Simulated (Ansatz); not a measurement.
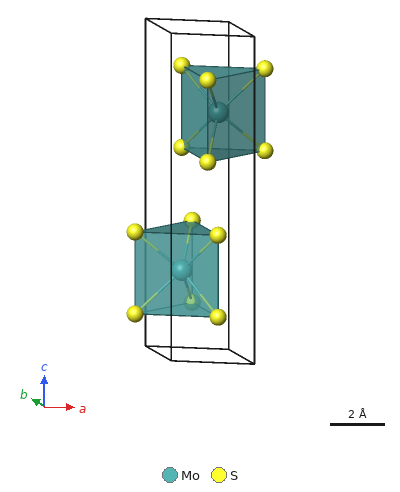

*The structure (polyhedral view of the cell of the calculation, seen slightly off an axis; polyhedra are completed across the faces of the cell).*

Run report: MoS$_{2}$, Wannier-function calculation

The run: Wannier-function calculation of MoS$_{2}$ (P6₃/mmc, 6 atoms in the cell). Method and program: maximally localised Wannier functions of PBE bands, plane waves, PAW, no spin polarisation (Ansatz 0.2.0).

The structure derives from an entry of the Crystallography Open Database. The geometry comes from this level: r2scan-rvv10. It belongs to a series of runs on one base structure; here: metal d and anion p, disentangled.

Output
```
scf.n_extra_bands = 22 over 26 filled bands (N_el = 52.0): the run solves 48 bands
Engine: ansatz 0.2.0, aarch64-unknown-linux-gnu
Pseudopotentials: kind: paw
Pseudopotential: Mo, paw, valence charge 14, recommended cutoff 420 eV (normal), Mo.paw.azcp
Pseudopotential: S, paw, valence charge 6, recommended cutoff 420 eV (normal), S.paw.azcp
Functional definition: PBE
  parameter kappa = 0.804
  parameter beta = 0.06672455060314922
  exchange = pbe_x(kappa = kappa, mu = beta*pi^2/3)
  correlation = pbe_c(beta = beta)
Crystal: 6 atoms, lattice volume = 108.431 Å³
Basis set: ecut = 420 eV, 2105 PW (Γ)
Bands: 48, of which v1, the nominal top of the filled ones, is band 26 counted from 1 (25 counted from 0)
Symmetry: 24 space group operations
Space group: P63/mmc (ITA 194), of the structure as read, at distance tolerance 4.8e-5 Å
k-points: 24 of 162
Non-local potential: Mo, projectors of the file, l = 0: 3, l = 1: 2, l = 2: 2, l = 3: 1
Non-local potential: S, projectors of the file, l = 0: 2, l = 1: 2, l = 2: 2
PAW form: soft (Blöchl's): semilocal exchange-correlation on the pseudo side does not see the compensation charge
PAW one-centre angular grid: Mo, 590 points (default); XC on 64 Gauss nodes
PAW one-centre angular grid: S, 110 points (default); XC on 64 Gauss nodes
Initial density: superposition of atomic densities (neutral atoms: chi_scale 0, normalization atom), corrected by the library's trained network
Initial wavefunctions: pseudopotential atomic-orbital guess
Functional: x = pbe(κ = 0.804, μ = 0.2195149727645171), c = pbe(β = 0.06672455060314922)
SCF iter   1: F=—  HF=-13525.545283 eV  |F-HF|=—  |Δ(HF+E_count)|=         —  Δρ=5.43e-3  dr2=7.18e-3  ethr=1.77e-3  ⟨swp⟩=5.0  Hψ=4082  notcnv=0  defer=460
preconditioner: auto → Resta (q_TF=auto, 2.414 Å⁻¹)  ε∞=3.8  [insulator: Δε(μ)=1.012 eV  Ē_g=12.766 eV  n_scr=26 (ndim 8)  ℏωp=21.4 eV  f_vac=0.022  ε∞_Penn≈3.8]
SCF iter   2: F=—  HF=-13525.554355 eV  |F-HF|=—  |Δ(HF+E_count)|=   9.07e-3  Δρ=3.07e-3  dr2=2.36e-3  ethr=1.38e-5  ⟨swp⟩=2.0  Hψ=1786  notcnv=0  defer=478
SCF iter   3: F=—  HF=-13525.559344 eV  |F-HF|=—  |Δ(HF+E_count)|=   4.99e-3  Δρ=9.78e-4  dr2=2.88e-3  ethr=4.53e-6  ⟨swp⟩=2.0  Hψ=1238  notcnv=0  defer=478
SCF iter   4: F=—  HF=-13525.558988 eV  |F-HF|=—  |Δ(HF+E_count)|=   3.56e-4  Δρ=1.38e-4  dr2=2.93e-5  ethr=4.53e-6  ⟨swp⟩=2.0  Hψ=934  notcnv=0  defer=478
SCF iter   5: F=—  HF=-13525.558999 eV  |F-HF|=—  |Δ(HF+E_count)|=   1.07e-5  Δρ=6.65e-5  dr2=4.43e-6  ethr=5.63e-8  ⟨swp⟩=2.1  Hψ=1109  notcnv=0  defer=338
SCF iter   6: F=—  HF=-13525.559003 eV  |F-HF|=—  |Δ(HF+E_count)|=   4.52e-6  Δρ=1.43e-5  dr2=7.52e-7  ethr=8.51e-9  ⟨swp⟩=2.0  Hψ=1168  notcnv=0  defer=338
SCF iter   7: F=-13525.559003 eV  HF=-13525.559003 eV  |F-HF|=2.74e-8  |Δ(HF+E_count)|=   5.13e-8  Δρ=3.73e-6  dr2=4.56e-8  ethr=1.92e-10  ⟨swp⟩=10.8  Hψ=6718  notcnv=0
SCF 1 converged in 7 iterations: F = -13525.559003 eV  dr2 = 4.56e-8
  greatest PAW one-centre occupation: 0.998 electrons in one spin orbital (limit 2), on the Mo atom at site 1 (counted from 0), in its partial waves of l = 0
NSCF: frozen V_eff on 93 k-points
NSCF: frozen V_eff on 18 k-points
the Wannier pass solved 18 of the 72 points of its mesh, and has the states at the others by symmetry: states obtained by the crystal's operations at points that were solved too leave a residual of 3.11e-13 eV (read by the count's bands and the next), within 8.33e-6 eV
NSCF: frozen V_eff on 18 k-points
the Wannier pass solved 18 of the 72 points of its mesh, and has the states at the others by symmetry: states obtained by the crystal's operations at points that were solved too leave a residual of 4.89e-13 eV (read by the count's bands and the next), within 8.33e-6 eV
SCF converged after 7 iterations
Free energy (F): -13525.559003 eV
Harris-Foulkes:  -13525.559003 eV  (|F-HF|=2.74e-8)
Internal energy: -13525.559003 eV  (E = F + TS)
E sigma→0 (E₀):  -13525.559003 eV
Fermi energy:    10.705174 eV
--- Per-component energies (eV) ---
  E_band       = -322.588852
  E_kinetic    = 1312.577535
  E_local      = -4028.237206  (includes V_loc(G=0)·N_el)
  E_nonlocal   = 398.399591
  E_hartree    = 1555.890261
  E_xc         = -757.264430
  E_vxc        = -810.361370  (∫ρ·V_xc dr)
  E_paw        = -8803.102713  (= ΣΔE_a)
  E_vpaw       = -306.735040  (= ΣTr[D̂ρ^β])
  E_aug_tail   = 0.000075  (compensation charges beyond the density's cutoff)
  E_ewald      = -3203.822117
  E_smearing   = -0.000000  (= −TS)
  E_closure    = -0.000000  (closes the sum)
  Σ components = -13525.559003   (vs F -13525.559003, Δ=0.00e0)
--- Band table (eV; the first three rows and the last of 24) ---
  k-point 0: bands = ["-50.8103", "-50.8103", "-24.9566", "-24.9564", "-24.7408", "-24.7408", "-24.7408", "-24.7408", "-4.2366", "-4.0072", "-2.9833", "-2.6002", "3.8907", "4.8265", "7.3183", "7.3839", "7.3839", "7.3949", "7.3949", "8.4927", "8.4927", "8.5316", "8.5316", "9.4589", "9.6157", "10.7052", "12.8061", "12.8061", "12.8290", "12.8290", "13.0059", "13.0059", "13.1536", "13.1536", "16.2049", "16.3314", "18.8063", "19.1026", "19.2725", "20.5855", "20.5855", "20.6046", "20.9473", "20.9473", "22.3266", "22.4073", "22.4073", "23.0811"]
  k-point 1: bands = ["-50.8103", "-50.8103", "-24.9565", "-24.9565", "-24.7408", "-24.7408", "-24.7408", "-24.7408", "-4.1364", "-4.1364", "-2.7794", "-2.7794", "4.2916", "4.2916", "7.3893", "7.3893", "7.3893", "7.3893", "8.1820", "8.1820", "8.5121", "8.5121", "8.5121", "8.5121", "10.4350", "10.4350", "12.8119", "12.8119", "12.8119", "12.8119", "13.0851", "13.0851", "13.0851", "13.0851", "16.2752", "16.2752", "19.0272", "19.0272", "19.6944", "19.6944", "20.7554", "20.7554", "20.7554", "20.7554", "22.7117", "22.7117", "22.7117", "22.7117"]
  k-point 2: bands = ["-50.8058", "-50.8058", "-24.9475", "-24.9474", "-24.7870", "-24.7870", "-24.7513", "-24.7513", "-4.0524", "-3.8256", "-2.8988", "-2.5360", "4.0974", "5.0252", "6.9463", "6.9904", "7.0157", "7.5702", "7.5894", "7.8802", "8.2101", "8.2557", "8.6697", "9.6148", "9.6385", "10.3578", "12.6098", "12.6201", "12.7200", "12.7918", "12.8546", "12.9687", "13.0884", "13.1611", "17.0199", "17.1415", "19.1279", "19.4871", "19.9804", "20.2247", "20.5788", "20.6575", "21.1537", "21.3434", "21.5182", "22.0606", "22.0687", "22.4202"]
  k-point 23: bands = ["-50.7663", "-50.7663", "-25.0312", "-25.0312", "-24.9861", "-24.9861", "-24.8684", "-24.8684", "-1.9525", "-1.9525", "-1.8804", "-1.8804", "4.5657", "4.5657", "5.3778", "5.3778", "5.9287", "5.9287", "6.3074", "6.3074", "7.2620", "7.2620", "7.8648", "7.8648", "10.0038", "10.0038", "11.7176", "11.7176", "13.0606", "13.0606", "13.6005", "13.6005", "14.8874", "14.8874", "17.3229", "17.3229", "17.9716", "17.9716", "19.4779", "19.4779", "21.5843", "21.5843", "21.8407", "21.8407", "22.4555", "22.4555", "22.7336", "22.7336"]
Wannier search: line search 1 of at most 3000: gauge-dependent spread (as the search counts it) 1.8728997 Å², largest recent change 6.3e-1 Å² and fall left 3.4e-4 Å² against conv_tol 1.0e-8 Å², 0 stops escaped
WARN: [file] 306 periodic images of 298 elements of H(R) lie 4.88e-4 to 1.95e-3 Å beyond their element's nearest image, near the 9.77e-4 Å window within which an element is shared among its images; whether they share it moves the interpolated H(k) by 7.1e-3 eV (Frobenius norm, root mean square over the Brillouin zone); at the model's own mesh points H(k) does not change
```

File wannier.spreads.toml
```
omega_i_ang2 = 32.328805189604005
omega_d_ang2 = 0.035258141373010206
omega_od_ang2 = 1.8241487718517189
omega_total_ang2 = 34.188212102828736
least_projectability = 0.5269533560484296
b_vectors_match_mmn = true
n_iter = 74
converged = true
rejected_fitted_steps = 2
dis_converged = true
dis_n_iter = 66
dis_n_moved = 0
dis_level_miss = 0.0022880919997461304

[[wannier]]
r = [0.08749786340462314, 1.8825389857613362, 3.108958220484209]
spread = 1.520272482448787

[[wannier]]
r = [1.674024716120992, 0.8653698428448665, 9.326906657595789]
spread = 1.5202903587814092

[[wannier]]
r = [1.498983094241708, 0.8653583731799767, 9.326954766205448]
spread = 1.5203053250012033

[[wannier]]
r = [-0.0875233636401992, 1.8825707773937053, 3.108999728509736]
spread = 1.520310120379877

[[wannier]]
r = [1.5865168649879162, 1.0172410043725144, 9.32692669426734]
spread = 1.5204650611584043

[[wannier]]
r = [0.000015059253020358782, 1.7306604272580537, 3.108971680657694]
spread = 1.5204780917744447

[[wannier]]
r = [-0.002076306310263268, 1.8602670540957638, 3.108977713259199]
spread = 1.5388527294745593

[[wannier]]
r = [1.5853458062973396, 0.8875928704805421, 9.326930222174711]
spread = 1.5388556080202704

[[wannier]]
r = [1.5877149603358325, 0.9438617200740774, 9.326928008537799]
spread = 1.5389499950299381

[[wannier]]
r = [0.00214997028415084, 1.8041059800922232, 3.1089747947509228]
spread = 1.5389528380991226

[[wannier]]
r = [1.5899250508467213, 0.921994377753691, 4.622482256953651]
spread = 1.5503883067161297

[[wannier]]
r = [0.0046345647288649145, 1.825918490372493, 10.840451563227928]
spread = 1.5504353340589887

[[wannier]]
r = [1.5812366660549602, 0.9219966866070075, 1.595443100662368]
spread = 1.5504750251919157

[[wannier]]
r = [-0.005492604613117341, 1.8259223115814636, 7.8133921403042175]
spread = 1.5504831823331102

[[wannier]]
r = [0.001912230147810947, 1.8406367543062851, 7.813362716285706]
spread = 1.550712140091619

[[wannier]]
r = [1.588319871334038, 0.9071266051616861, 1.595406075150803]
spread = 1.5507200467082232

[[wannier]]
r = [-0.001542258380704674, 1.8411806542586464, 10.840510229527668]
spread = 1.5507598182859113

[[wannier]]
r = [1.5854313967308538, 0.9061659266638636, 4.622573327850877]
spread = 1.550806209039461

[[wannier]]
r = [0.003370780821552321, 1.829455755919281, 7.677621659130676]
spread = 1.6264244320206842

[[wannier]]
r = [-0.0029157379307537634, 1.8289469897032087, 10.976237336823058]
spread = 1.6264247372116074

[[wannier]]
r = [1.5897683649444705, 0.918601274092745, 1.4596687859224442]
spread = 1.6264247907613623

[[wannier]]
r = [1.5843037391700847, 0.9195076955184862, 4.758285008925376]
spread = 1.6264254702428182

[[curvature_check]]
after_line_search = 15
omega_tilde_before_ang2 = 1.8668763159276787
krylov_steps = 82
lowest_ritz_value_ang2 = -0.014958013083073533
residual_ang2 = 5.26168506240317e-17
settled = true
first_negative_step = 4
curvature_along_ang2 = -0.014957608435975163
angle_rad = 0.7648511720168868
omega_tilde_after_ang2 = 1.860247872814855
outcome = "escaped"

[[curvature_check]]
after_line_search = 28
omega_tilde_before_ang2 = 1.8594082404121768
krylov_steps = 82
lowest_ritz_value_ang2 = -1.345114759548031e-5
residual_ang2 = 4.373247985507613e-14
settled = true
first_negative_step = 20
curvature_along_ang2 = -9.84898311081406e-6
angle_rad = 0.0448962554596823
omega_tilde_after_ang2 = 1.8594082125613116
outcome = "escaped"

[[curvature_check]]
after_line_search = 33
omega_tilde_before_ang2 = 1.859408198684624
krylov_steps = 83
lowest_ritz_value_ang2 = -1.2772243008439872e-5
residual_ang2 = 8.165050395948667e-14
settled = true
first_negative_step = 20
curvature_along_ang2 = -8.642195277006696e-6
angle_rad = 0.05917952122093492
omega_tilde_after_ang2 = 1.859408075414358
outcome = "escaped"

[[curvature_check]]
after_line_search = 39
omega_tilde_before_ang2 = 1.8594080375980693
krylov_steps = 83
lowest_ritz_value_ang2 = -1.1107609257864178e-5
residual_ang2 = 5.785295600966333e-14
settled = true
first_negative_step = 21
curvature_along_ang2 = -3.8883289267663164e-6
angle_rad = 0.06367041034200999
omega_tilde_after_ang2 = 1.8594078543123402
outcome = "escaped"

[[curvature_check]]
after_line_search = 46
omega_tilde_before_ang2 = 1.8594077971288234
krylov_steps = 82
lowest_ritz_value_ang2 = -9.783100288714278e-6
residual_ang2 = 2.4358145483731147e-14
settled = true
first_negative_step = 22
curvature_along_ang2 = -9.32391437576564e-6
angle_rad = 0.06077897826475712
omega_tilde_after_ang2 = 1.8594077155168014
outcome = "escaped"

[[curvature_check]]
after_line_search = 52
omega_tilde_before_ang2 = 1.8594076826056796
krylov_steps = 83
lowest_ritz_value_ang2 = -9.650792016361669e-6
residual_ang2 = 3.921490165190353e-16
settled = true
first_negative_step = 21
curvature_along_ang2 = -9.509198041695227e-6
angle_rad = 0.06440959439527594
omega_tilde_after_ang2 = 1.859407562154378
outcome = "escaped"

[[curvature_check]]
after_line_search = 58
omega_tilde_before_ang2 = 1.8594075274193784
krylov_steps = 83
lowest_ritz_value_ang2 = -6.14620423255338e-6
residual_ang2 = 3.895770362188233e-14
settled = true
first_negative_step = 22
curvature_along_ang2 = -6.103202708932147e-6
angle_rad = 0.0751118114622826
omega_tilde_after_ang2 = 1.8594073459408569
outcome = "escaped"

[[curvature_check]]
after_line_search = 74
omega_tilde_before_ang2 = 1.859406913224729
krylov_steps = 84
lowest_ritz_value_ang2 = 1.073979777768749e-6
residual_ang2 = 7.682036825631535e-15
settled = true
outcome = "no-negative-curvature"
```

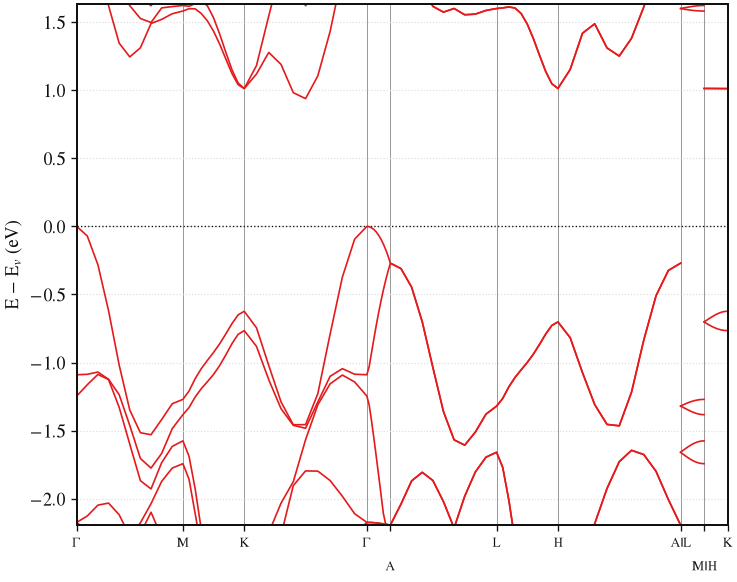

*Band structure along Γ–M–K–Γ–A–L–H–A|L–M|H–K, with energies from the valence-band top.*

There is a gap of 0.94 eV on this path, indirect, from Γ to between K and Γ.

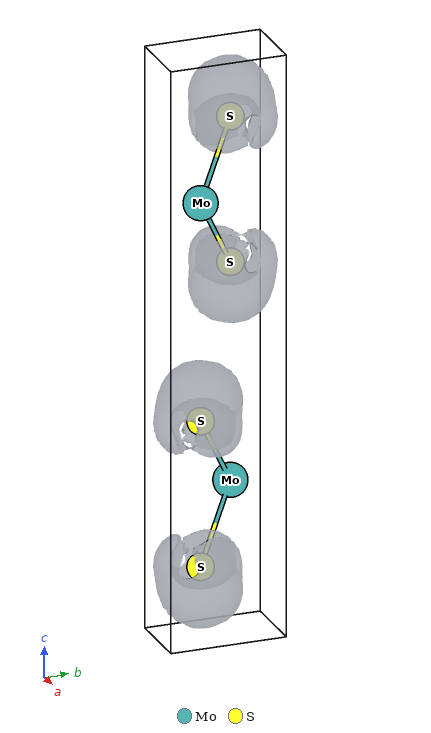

*Isosurface of the electron localisation function at 0.8 (grey), seen slightly off an axis. Only the valence region is drawn (cores and ρ < 0.01 e/Å³ removed). Sticks mark near contacts. The outline is the cell set on symmetry axes.*

Along the contacts the grid gives the following. Mo–S (2.40 Å): the ELF is about 0.45 at the midpoint. Core electrons are frozen (PAW), so the fields are smoothed inside the atomic spheres.

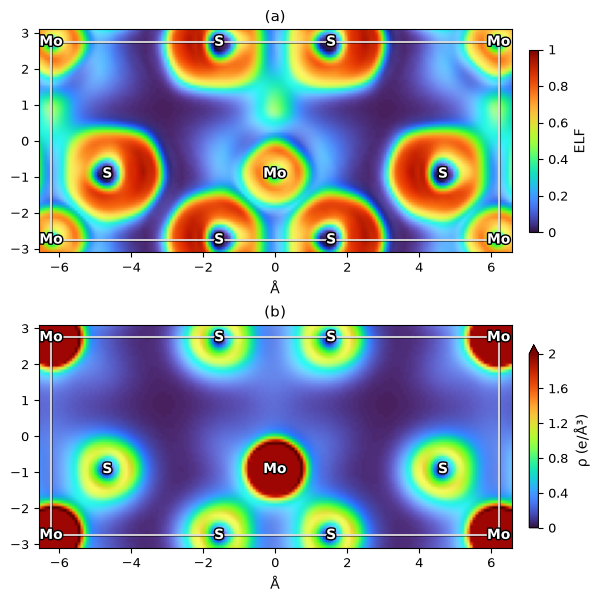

*(a) ELF; (b) valence pseudo-density on the (110) plane of the conventional cell.*

The plane passes through Mo and S nuclei. Mo–S (2.40 Å): ρ is about 0.61 e/Å³ halfway; the ELF is about 0.45 at the midpoint. Away from the nuclei the density in this plane falls to 0.01 e/Å³ at its lowest. The strong features right at Mo lie inside the PAW spheres (semicore, d or f shells) and say nothing about bonding.

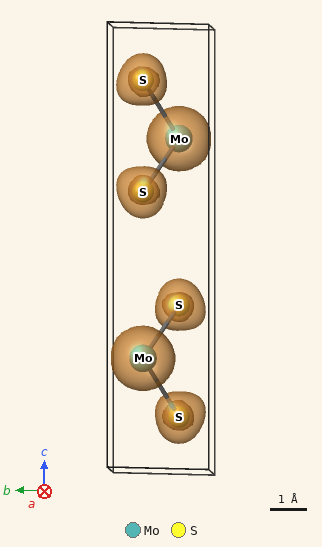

*Isosurface of the valence pseudo-density at 1 e/Å³ (orange), seen at an oblique angle. Sticks mark near contacts. The outline is the cell set on symmetry axes.*

At this value the density breaks into separate islands; it holds about 45 % of the electrons treated as valence (semicore included). It is pinched off along the Mo–S (2.40 Å) contacts. On the grid the lowest density along these lines, outside the cores, is 0.61 e/Å³ (Mo–S, 2.40 Å).

The run was set up as follows.

Input file
```yaml
crystal:
  lattice:
    - [3.1730194941, 0.0, 0.0]
    - [-1.586509747, 2.7479154886, 0.0]
    - [0.0, 0.0, 12.4359056939]
  atoms:
    - { symbol: Mo, position: [0.3333333333, 0.6666666667, 0.25] }
    - { symbol: Mo, position: [0.6666666667, 0.3333333333, 0.75] }
    - { symbol: S, position: [0.3333333333, 0.6666666667, 0.6249005388] }
    - { symbol: S, position: [0.6666666667, 0.3333333333, 0.1249005388] }
    - { symbol: S, position: [0.3333333333, 0.6666666667, 0.8750994612] }
    - { symbol: S, position: [0.6666666667, 0.3333333333, 0.3750994612] }
kpoints:
  mp_grid: { grid: [9, 9, 2] }
  band_path:
    path:
      - [[0.0, 0.0, 0.0], [0.5, -1.244012651745e-17, 0.0], [0.3333333333333, 0.3333333333333, 0.0], [0.0, 0.0, 0.0], [0.0, 0.0, 0.5], [0.5, -1.244012651745e-17, 0.5], [0.3333333333333, 0.3333333333333, 0.5], [0.0, 0.0, 0.5]]
      - [[0.5, -1.244012651745e-17, 0.5], [0.5, -1.244012651745e-17, 0.0]]
      - [[0.3333333333333, 0.3333333333333, 0.5], [0.3333333333333, 0.3333333333333, 0.0]]
    npoints: 10
hamiltonian:
  xc: pbe
scf:
  occupations: { method: fixed }
  n_extra_bands: 22
output:
  forces: false
  stress: false
  eigenvalues: true
  wannier:
    kmesh: [6, 6, 2]
    projections: [{ species: Mo, l: d, shell: 4 }, { species: S, l: p, shell: 3 }]
    minimise: true
    write_hr: true
    conv_tol: 1.0e-08
    max_iter: 3000
    disentanglement: { window: [0.71, 20.71], frozen_window: [4.71, 12.71] }
  write_density: true
  write_potential: true
  elf: true
  volumetric_format: npy
```

File wannier.win
```
! ansatz wannier90 interface
! projections by site (counted from 0) and shell: 0 4D, 1 4D, 2 3P, 3 3P, 4 3P, 5 3P
! states of the run's bands (counted from 1): 1-43
num_bands = 43
num_wann  = 22
num_iter  = 2000
conv_tol = 1e-8
conv_window = 5
dis_win_min = 0.71
dis_win_max = 20.71
dis_froz_min = 4.71
dis_froz_max = 12.71
dis_num_iter = 10000
guiding_centres = true
write_hr = true

begin unit_cell_cart
Ang
        3.173019494103552  -2.8867494447603828e-11                      0.0
       -1.586509747026776       2.7479154886113575                      0.0
                      0.0                      0.0            12.4359056939
end unit_cell_cart

begin atoms_frac
Mo        0.3333333333333333       0.6666666666666666                     0.25
Mo        0.6666666666666666       0.3333333333333333                     0.75
S         0.3333333333333333       0.6666666666666666             0.6249005388
S         0.6666666666666666       0.3333333333333333             0.1249005388
S         0.3333333333333333       0.6666666666666666             0.8750994612
S         0.6666666666666666       0.3333333333333333             0.3750994612
end atoms_frac

mp_grid = 6 6 2
```

Launch command:
```bash
ansatz run input.yaml --threads 4 --pin off --max-ram 5529MiB --backend cpu --events-out ev --progress --plain --runs-dir out
```

Summary

```tsv
quantity	value
outcome	converged
space group (tolerance 0.01 Å)	P6₃/mmc (194)
electrons treated	52
free energy	−13525.5590 eV
total spread of the Wannier functions	34.188 Å²
Fermi energy	10.705 eV
gap on the k-point mesh	1.01 eV
hardware	4 threads of Arm Neoverse N1, 98 GiB of memory available, shared host
wall time	27 s (CPU time 96 s)
peak memory	0.54 GiB
```
